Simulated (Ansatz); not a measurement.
## Geometry relaxation of SiO2 (part 2 of 2)

Continued. System: SiO2 (P4₂/mnm, 6 atoms in the cell). Method: DFT, LDA, plane waves, PAW, no spin polarisation (Ansatz 0.2.0); cutoff 420 eV, 4×4×7 k-mesh, Fermi–Dirac smearing. The structure derives from an entry of the Crystallography Open Database.

Geometry of the input (Å; fractional positions):
```
4.1893  0.0000  0.0000
0.0000  4.1893  0.0000
0.0000  0.0000  2.6702
Si 0.0000  0.0000  0.0000
Si 0.5000  0.5000  0.5000
O  0.3059  0.3059  0.0000
O  0.1941  0.8059  0.5000
O  0.6941  0.6941  0.0000
O  0.8059  0.1941  0.5000
```

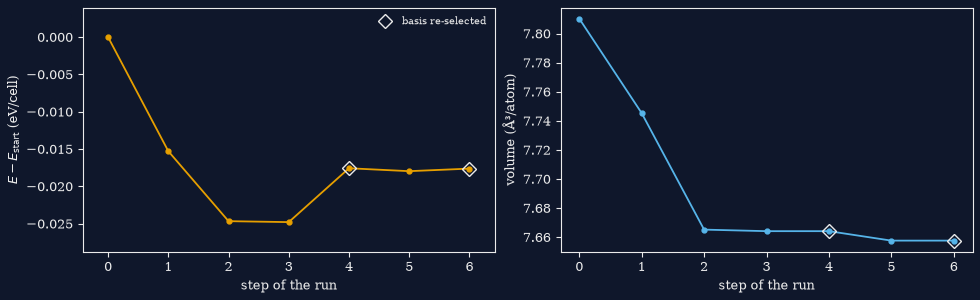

*Progress of the relaxation, step by step (the first geometry is step 0 here and step 1 in the log).*

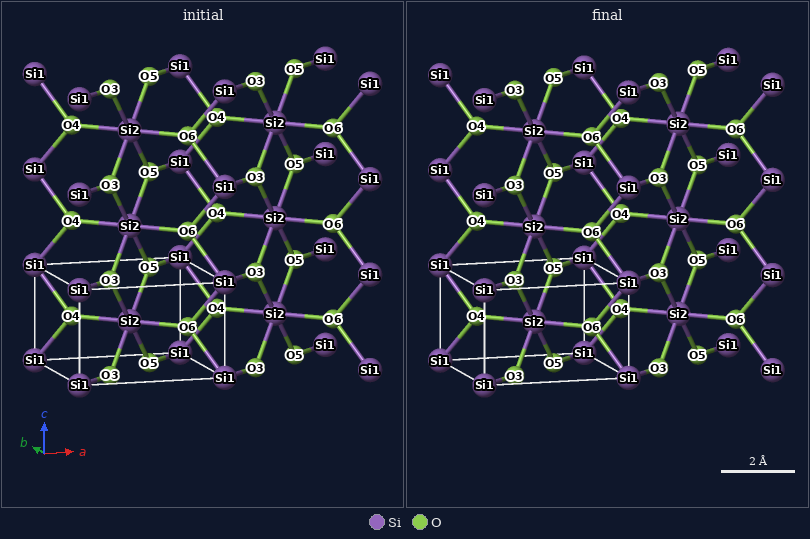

*Before (left) and after (right) the relaxation, at one scale (ball-and-stick view of the cell of the calculation, repeated 2 × 1 × 3, seen slightly off an axis).*

The energy falls by 18.0 meV per cell of the calculation in 4 geometry steps. Largest force component: 0.07 eV/Å at the start, 0.00021 eV/Å at the end. The pressure goes from −6.01 to −0.01 GPa. 1 further SCF at an unchanged geometry re-selected the plane-wave basis for the new cell. The atoms keep their places relative to the cell (all moves are under 0.005 Å). The drawn cell changes as follows: a = b 4.189 → 4.155 Å (−0.8 %), c 2.670 → 2.661 Å (−0.3 %); the volume changes by −2.0 %. Among the contacts that change: Si1–O3 1.812 → 1.796 Å, Si1–O4 1.762 → 1.754 Å. The space group stays P4_2/mnm (No. 136). The energy change given includes the shifts at the re-selections in mid-walk, which come without any move. A last SCF at the same geometry on a re-selected plane-wave basis shifts the energy by +0.3 meV per cell of the calculation. (Atoms are counted from 1 in the order of the input.)

```
basis re-selected at this cell: Δ(F+E_penalty+E_count) = +3.440e-4 eV, ΔP = -0.006 GPa vs the last step (what re-selecting the basis moved, of the pressure what is left beyond the Pulay correction that the steps carried, after the strain that the cell walked since its last selection, with what the two solves' SCF thresholds leave and, on support functions, any second-order correction that the steps lacked; it is no measure of the basis error at this ecutwfc). This SCF's stress stands 1.30e-2 GPa from its target on what of the cell is left free (relax.cell.stress_tol is 5.00e-2 GPa) and its largest allowed force component is 2.15e-4 eV/Å (relax.f_tol is 1.00e-2 eV/Å): within both
SCF converged after 7 iterations
Free energy (F): -3445.423582 eV
Harris-Foulkes:  -3445.423582 eV  (|F-HF|=9.09e-13)
Internal energy: -3445.423582 eV  (E = F + TS)
E sigma→0 (E₀):  -3445.423582 eV
Fermi energy:    13.430261 eV
--- Per-component energies (eV) ---
  E_band       = 62.868940
  E_kinetic    = 812.643460
  E_local      = -1209.590301  (includes V_loc(G=0)·N_el)
  E_nonlocal   = 246.860876
  E_hartree    = 424.432360
  E_xc         = -407.026326
  E_vxc        = -477.424749  (∫ρ·V_xc dr)
  E_paw        = -1565.420694  (= ΣΔE_a)
  E_vpaw       = -158.495349  (= ΣTr[D̂ρ^β])
  E_aug_tail   = 0.010284  (compensation charges beyond the density's cutoff)
  E_ewald      = -1747.889587
  E_core_change = 0.556347  (= ΣΔE_core)
  E_smearing   = -0.000000  (= −TS)
  E_closure    = 0.000000  (closes the sum)
  Σ components = -3445.423582   (vs F -3445.423582, Δ=0.00e0)
--- Forces (eV/Å), atoms counted from 1 ---
  atom   1  Si    -0.00000000     0.00000000     0.00000000
  atom   2  Si    -0.00000000    -0.00000000     0.00000000
  atom   3  O      0.00021506     0.00021506     0.00000000
  atom   4  O     -0.00021506     0.00021506     0.00000000
  atom   5  O     -0.00021506    -0.00021506     0.00000000
  atom   6  O      0.00021506    -0.00021506     0.00000000
  max |Σ_I F_I| component: 8.67e-19 eV/Å
--- Stress (GPa, compression-positive) ---
       -0.010682       0.000000       0.000000
        0.000000      -0.010682       0.000000
        0.000000       0.000000      -0.013027
  P = ⅓ Tr σ = -0.0115 GPa (-0.115 kbar)
--- Band table (eV; the first three rows and the last of 24) ---
  k-point 0: bands = ["-12.0307", "-8.2204", "-8.2204", "-7.9506", "-0.5030", "3.9444", "3.9444", "4.0079", "4.9733", "5.3034", "7.2956", "7.2956", "7.9618", "9.6097", "9.6097", "10.5167", "16.3250", "16.9802", "18.9126", "18.9126", "21.2884", "21.9988", "24.8060", "24.8060", "26.1382", "26.2531", "26.8702", "27.8793", "28.2768", "28.2768", "28.3576", "31.8825"]
  k-point 1: bands = ["-11.7521", "-8.0776", "-8.0776", "-7.9244", "-0.4108", "4.1729", "4.1729", "4.2688", "4.3118", "4.8917", "6.4112", "6.4112", "7.0958", "9.4012", "9.4012", "10.2518", "17.1954", "18.3968", "20.0500", "20.0500", "20.5195", "22.9610", "24.7215", "24.7215", "25.4994", "25.7092", "25.8700", "26.9067", "26.9067", "27.8330", "28.8845", "32.5603"]
  k-point 2: bands = ["-10.9615", "-8.0417", "-7.7282", "-7.7282", "-0.2178", "3.4426", "3.4457", "4.6771", "4.6771", "4.8906", "4.8906", "5.1876", "5.7940", "8.7596", "8.7596", "9.4081", "18.2791", "20.6632", "20.7466", "22.2211", "22.2211", "24.2220", "24.2264", "24.2724", "24.3267", "24.3267", "25.1375", "25.5486", "25.5486", "27.0422", "31.4724", "32.9365"]
  k-point 23: bands = ["-8.9229", "-8.9229", "-7.6820", "-7.6820", "-0.2812", "-0.2812", "2.2733", "2.2733", "5.8597", "5.8597", "5.9026", "5.9026", "8.7432", "8.7432", "8.8737", "8.8737", "17.8262", "17.8262", "21.4464", "21.4464", "22.1300", "22.1300", "24.4312", "24.4312", "25.8702", "25.8702", "26.0578", "26.0578", "27.6306", "27.6306", "29.3357", "29.3357"]
--- Relaxed structure (5 steps of the walk, 5 accepted, 2 SCFs on fresh bases) ---
  F+E_penalty+E_count = -3445.42358170 eV   max|allowed force component| = 2.151e-4 eV/Å   (the final SCF, on the basis selected at the relaxed cell)
  cell:  # Å, volume = 45.9458 Å³
    - [4.154935350707537, -1.118949649859234e-34, 0.0]
    - [-1.118949649859234e-34, 4.154935350707537, 0.0]
    - [0.0, 0.0, 2.6614451213819406]
  atoms:
    - { symbol: Si, position: [-8.626780826911432e-21, 4.313390413455721e-21, 0.0] }
    - { symbol: Si, position: [0.5, 0.5, 0.5] }
    - { symbol: O, position: [0.3055800961303885, 0.3055800961303885, 0.0] }
    - { symbol: O, position: [0.19441990386961147, 0.8055800961303884, 0.5] }
    - { symbol: O, position: [0.6944199038696114, 0.6944199038696114, 0.0] }
    - { symbol: O, position: [0.8055800961303884, 0.19441990386961147, 0.5] }
```

**File rho_z.tsv**
```
# z_ang	rho[e/angstrom^3]
# format = ansatz-planar-average/11
# lattice	4.154935351	-0.000000000	0.000000000
# lattice	-0.000000000	4.154935351	0.000000000
# lattice	0.000000000	0.000000000	2.661445121
# sites	6
# site	14	-0.000000000	0.000000000	0.000000000
# site	14	2.077467675	2.077467675	1.330722561
# site	8	1.269665544	1.269665544	0.000000000
# site	8	0.807802131	3.347133219	1.330722561
# site	8	2.885269807	2.885269807	0.000000000
# site	8	3.347133219	0.807802131	1.330722561
0.000000	9.217444e-1
0.147858	8.663455e-1
0.295716	7.296893e-1
0.443574	5.825326e-1
0.591432	4.946863e-1
0.739290	4.946863e-1
0.887148	5.825326e-1
1.035006	7.296893e-1
1.182864	8.663455e-1
1.330723	9.217444e-1
1.478581	8.663455e-1
1.626439	7.296893e-1
1.774297	5.825326e-1
1.922155	4.946863e-1
2.070013	4.946863e-1
2.217871	5.825326e-1
2.365729	7.296893e-1
2.513587	8.663455e-1
```

**File v_z.tsv**
```
# z_ang	v_es[eV]	v_tot[eV]
# format = ansatz-planar-average/11
# xc	lda
# density_cutoff_ev	1680
# datasets	Si=:simpson_from_first_knot:soft:shift=-1875348	O=:simpson_from_first_knot:soft:shift=-566719
# lattice	4.154935351	-0.000000000	0.000000000
# lattice	-0.000000000	4.154935351	0.000000000
# lattice	0.000000000	0.000000000	2.661445121
# sites	6
# site	14	-0.000000000	0.000000000	0.000000000
# site	14	2.077467675	2.077467675	1.330722561
# site	8	1.269665544	1.269665544	0.000000000
# site	8	0.807802131	3.347133219	1.330722561
# site	8	2.885269807	2.885269807	0.000000000
# site	8	3.347133219	0.807802131	1.330722561
0.000000	-4.355834e-1	-1.353029e1
0.147858	2.311604e-1	-1.277371e1
0.295716	2.062965e0	-1.068920e1
0.443574	4.417163e0	-8.002477e0
0.591432	6.638710e0	-5.535786e0
0.739290	6.638710e0	-5.535786e0
0.887148	4.417163e0	-8.002477e0
1.035006	2.062965e0	-1.068920e1
1.182864	2.311604e-1	-1.277371e1
1.330723	-4.355834e-1	-1.353029e1
1.478581	2.311604e-1	-1.277371e1
1.626439	2.062965e0	-1.068920e1
1.774297	4.417163e0	-8.002477e0
1.922155	6.638710e0	-5.535786e0
2.070013	6.638710e0	-5.535786e0
2.217871	4.417163e0	-8.002477e0
2.365729	2.062965e0	-1.068920e1
2.513587	2.311604e-1	-1.277371e1
```

**Trajectory as extended XYZ (Å, eV, eV/Å), 7 frames, from step=1 to step=7**
```
6
Lattice="4.1893 0.0000 0.0000 0.0000 4.1893 0.0000 0.0000 0.0000 2.6702" Properties=species:S:1:pos:R:3:forces:R:3 step=1 energy=-3445.40597 pressure_GPa=-6.01
Si    0.0000    0.0000    0.0000    0.0000   0.0000   0.0000
Si    2.0946    2.0946    1.3351    0.0000   0.0000   0.0000
O     1.2815    1.2815    0.0000    0.0698   0.0698   0.0000
O     0.8131    3.3761    1.3351   -0.0698   0.0698   0.0000
O     2.9078    2.9078    0.0000   -0.0698  -0.0698   0.0000
O     3.3761    0.8131    1.3351    0.0698  -0.0698   0.0000
6
Lattice="4.1739 0.0000 0.0000 0.0000 4.1739 0.0000 0.0000 0.0000 2.6675" Properties=species:S:1:pos:R:3:forces:R:3 step=2 energy=-3445.42125 pressure_GPa=-3.30
Si    0.0000    0.0000    0.0000    0.0000   0.0000   0.0000
Si    2.0869    2.0869    1.3338    0.0000   0.0000   0.0000
O     1.2773    1.2773    0.0000    0.0022   0.0022   0.0000
O     0.8096    3.3642    1.3338   -0.0022   0.0022   0.0000
O     2.8966    2.8966    0.0000   -0.0022  -0.0022   0.0000
O     3.3642    0.8096    1.3338    0.0022  -0.0022   0.0000
6
Lattice="4.1568 0.0000 0.0000 0.0000 4.1568 0.0000 0.0000 0.0000 2.6617" Properties=species:S:1:pos:R:3:forces:R:3 step=3 energy=-3445.43062 pressure_GPa=0.06
Si    0.0000    0.0000    0.0000    0.0000   0.0000   0.0000
Si    2.0784    2.0784    1.3308    0.0000   0.0000   0.0000
O     1.2711    1.2711    0.0000   -0.0232  -0.0232   0.0000
O     0.8073    3.3495    1.3308    0.0232  -0.0232   0.0000
O     2.8857    2.8857    0.0000    0.0232   0.0232   0.0000
O     3.3495    0.8073    1.3308   -0.0232   0.0232   0.0000
6
Lattice="4.1563 0.0000 0.0000 0.0000 4.1563 0.0000 0.0000 0.0000 2.6620" Properties=species:S:1:pos:R:3:forces:R:3 step=4 energy=-3445.43075 pressure_GPa=-0.00
Si    0.0000    0.0000    0.0000    0.0000   0.0000   0.0000
Si    2.0781    2.0781    1.3310    0.0000   0.0000   0.0000
O     1.2702    1.2702    0.0000    0.0018   0.0018   0.0000
O     0.8080    3.3483    1.3310   -0.0018   0.0018   0.0000
O     2.8861    2.8861    0.0000   -0.0018  -0.0018   0.0000
O     3.3483    0.8080    1.3310    0.0018  -0.0018   0.0000
6
Lattice="4.1563 0.0000 0.0000 0.0000 4.1563 0.0000 0.0000 0.0000 2.6620" Properties=species:S:1:pos:R:3:forces:R:3 step=5 energy=-3445.42353 pressure_GPa=-0.28
Si    0.0000    0.0000    0.0000    0.0000   0.0000   0.0000
Si    2.0781    2.0781    1.3310    0.0000   0.0000   0.0000
O     1.2702    1.2702    0.0000    0.0020   0.0020   0.0000
O     0.8080    3.3483    1.3310   -0.0020   0.0020   0.0000
O     2.8861    2.8861    0.0000   -0.0020  -0.0020   0.0000
O     3.3483    0.8080    1.3310    0.0020  -0.0020   0.0000
6
Lattice="4.1549 0.0000 0.0000 0.0000 4.1549 0.0000 0.0000 0.0000 2.6614" Properties=species:S:1:pos:R:3:forces:R:3 step=6 energy=-3445.42393 pressure_GPa=-0.00
Si    0.0000    0.0000    0.0000    0.0000   0.0000   0.0000
Si    2.0775    2.0775    1.3307    0.0000   0.0000   0.0000
O     1.2697    1.2697    0.0000    0.0002   0.0002   0.0000
O     0.8078    3.3471    1.3307   -0.0002   0.0002   0.0000
O     2.8853    2.8853    0.0000   -0.0002  -0.0002   0.0000
O     3.3471    0.8078    1.3307    0.0002  -0.0002   0.0000
6
Lattice="4.1549 0.0000 0.0000 0.0000 4.1549 0.0000 0.0000 0.0000 2.6614" Properties=species:S:1:pos:R:3:forces:R:3 step=7 energy=-3445.42358 pressure_GPa=-0.01
Si    0.0000    0.0000    0.0000    0.0000   0.0000   0.0000
Si    2.0775    2.0775    1.3307    0.0000   0.0000   0.0000
O     1.2697    1.2697    0.0000    0.0002   0.0002   0.0000
O     0.8078    3.3471    1.3307   -0.0002   0.0002   0.0000
O     2.8853    2.8853    0.0000   -0.0002  -0.0002   0.0000
O     3.3471    0.8078    1.3307    0.0002  -0.0002   0.0000
```

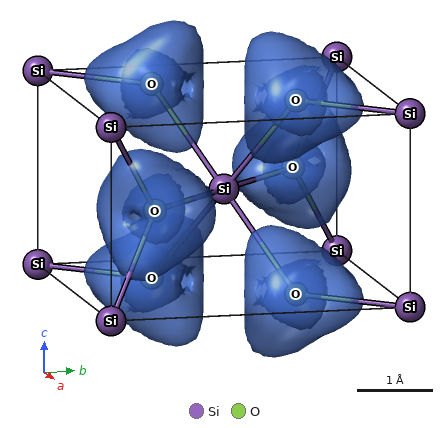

*Isosurface of the electron localisation function at 0.75 (blue), seen slightly off an axis. Only the valence region is drawn (cores and ρ < 0.01 e/Å³ removed). Sticks mark near contacts. The outline is the cell set on symmetry axes.*

Profiles from the grid: Si–O (1.75 Å): the ELF peaks at about 0.85 between the atoms, which marks a shared but strongly polarised pair. In a PAW calculation such maps are meaningful between the atoms, not at the nuclei.

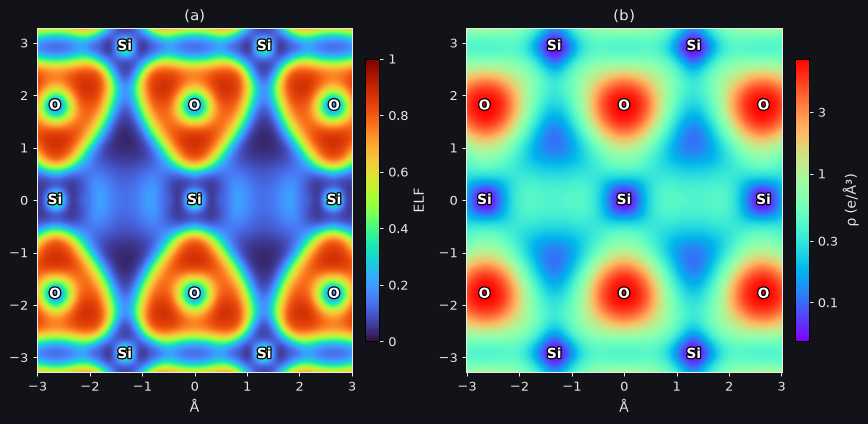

*(a) electron localisation function; (b) valence charge density (pseudo) on the (11̄0) plane of the conventional cell.*

Atoms in the plane: Si and O. Si–O (1.80 Å): the density is about 0.87 e/Å³ at the midpoint; the ELF peaks at about 0.85 between the atoms, which marks a shared but strongly polarised pair. Away from the nuclei the density in this plane falls to 0.1 e/Å³ at its lowest.

**Results in brief**

```json
{"quantity": "outcome", "value": "converged"}
{"quantity": "space group (tolerance 0.01 Å)", "value": "P4₂/mnm (136)"}
{"quantity": "electrons treated", "value": "32"}
{"quantity": "free energy", "value": "−3445.4236 eV"}
{"quantity": "Fermi energy", "value": "13.430 eV"}
{"quantity": "gap on the k-point mesh", "value": "5.81 eV"}
{"quantity": "pressure", "value": "−0.01 GPa"}
{"quantity": "final volume", "value": "45.95 Å³"}
{"quantity": "largest force (length of the vector) at the end", "value": "under 0.001 eV/Å"}
{"quantity": "final cell", "value": "a = 4.155 Å, b = 4.155 Å, c = 2.661 Å, α = 90.00°, β = 90.00°, γ = 90.00°"}
{"quantity": "hardware", "value": "1 thread of AMD EPYC (Zen 3), 64 GiB of memory available, shared host"}
{"quantity": "wall time", "value": "13 s"}
{"quantity": "peak memory", "value": "0.37 GiB"}
```

**Remarks**

Settings chosen away from the usual ones: scf.n_extra_bands set to 16.
